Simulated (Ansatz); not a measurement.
System: BAs (slab).

Input

```
crystal:
  lattice:
    - [3.3713973096, 0.0, 0.0]
    - [-1.6856986548, 2.9197157163, 0.0]
    - [0.0, 0.0, 23.9463867227]
  atoms:
    - { symbol: As, position: [0.0, 0.0, 0.3131996525] }
    - { symbol: B, position: [0.3333333333, 0.6666666667, 0.3419381675] }
    - { symbol: As, position: [0.3333333333, 0.6666666667, 0.4281537125] }
    - { symbol: B, position: [0.6666666667, 0.3333333333, 0.4568922275] }
    - { symbol: As, position: [0.6666666667, 0.3333333333, 0.5431077725] }
    - { symbol: B, position: [0.0, 0.0, 0.5718462875] }
    - { symbol: As, position: [0.0, 0.0, 0.6580618325] }
    - { symbol: B, position: [0.3333333333, 0.6666666667, 0.6868003475] }
basis:
  ecutwfc: 420
kpoints:
  mp_grid: { grid: [9, 9, 1] }
hamiltonian:
  xc: pbesol
scf:
  occupations: { method: gaussian, width: 0.05 }
output:
  forces: true
  eigenvalues: true
  write_density: true
  write_potential: true
  elf: true
  volumetric_format: npy
relax:
  adjacent_minimum: "off"
  f_tol: 0.02
  max_steps: 60
efield:
  axis: 3
  dipole_correction: true
  ramp_width: 0.04
```

Launched as:

```sh
ansatz run input.yaml --threads 1 --pin off --max-ram 2560MiB --backend cpu --events-out ev --progress --plain --runs-dir out
```

The fields are those of the relaxed geometry.

All numbers below come from DFT PBEsol, scalar-relativistic, plane waves, PAW (Ansatz 0.2.0).

Q: What will maps of the valence pseudo-density and electron localisation function show?

A: B–As (2.10 Å): ρ at the midpoint is about 0.7 e/Å³; the ELF peaks at about 0.85 between the atoms.

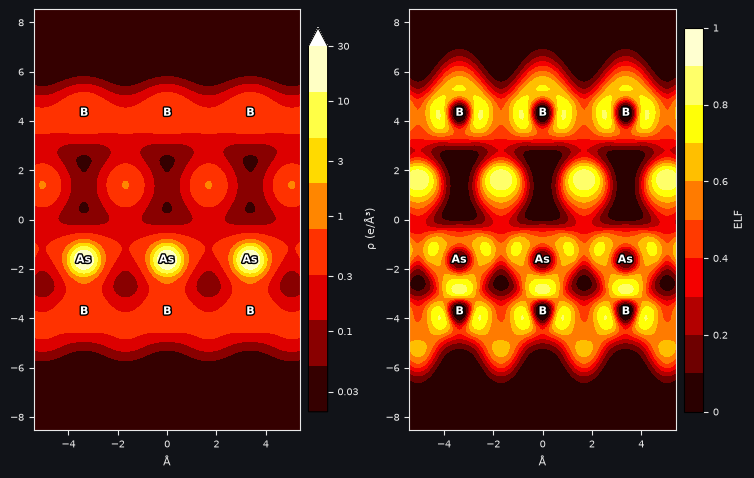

Computed valence pseudo-density and electron localisation function on the (100) plane of the calculation cell, a cut from vacuum to vacuum, in this order. 

In a PAW calculation such maps are meaningful between the atoms, not at the nuclei.
